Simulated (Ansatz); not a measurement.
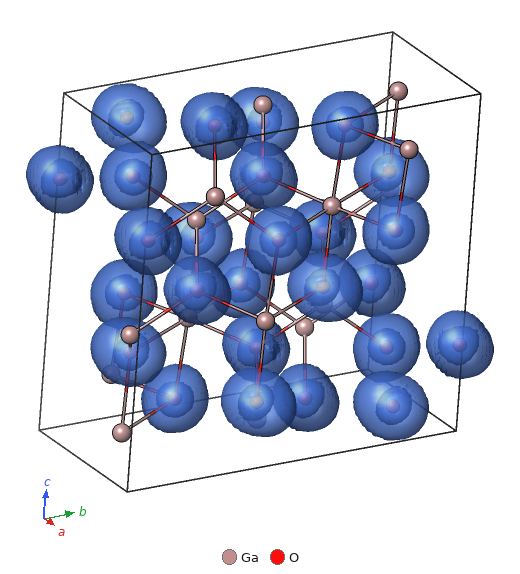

Figure 1: Ga$_{2}$O$_{3}$. Isosurface of the ELF at 0.75 (blue), seen slightly off an axis. Only the valence region is drawn (cores and ρ < 0.01 e/Å³ removed). Sticks mark near contacts.

Space group C2/m; a structure from a database of computed crystals, not necessarily the ambient phase.

Theory: DFT PBE, scalar-relativistic, plane waves, PAW (Ansatz 0.2.0).

What do the ELF domains correspond to?

The ELF exceeds this value in 24 regions wrapped around O (the valence shell of each), counted in one cell of 40 atoms. Regions shared between cells count once.

Values along the shortest contacts:
Ga–O (1.86 Å): the ELF peaks at about 0.80 in the valence shell of O, 0.6 Å from its nucleus, and is about 0.40 at the midpoint. Ga–O (1.97 Å): the ELF peaks at about 0.85 in the valence shell of O, 0.6 Å from its nucleus, and is about 0.35 at the midpoint.

Metal or insulator at this level of theory?

It is gapped, with a Kohn–Sham gap of 3.0 eV on the k-point mesh (the band edges may lie off the mesh, which would make the gap smaller).
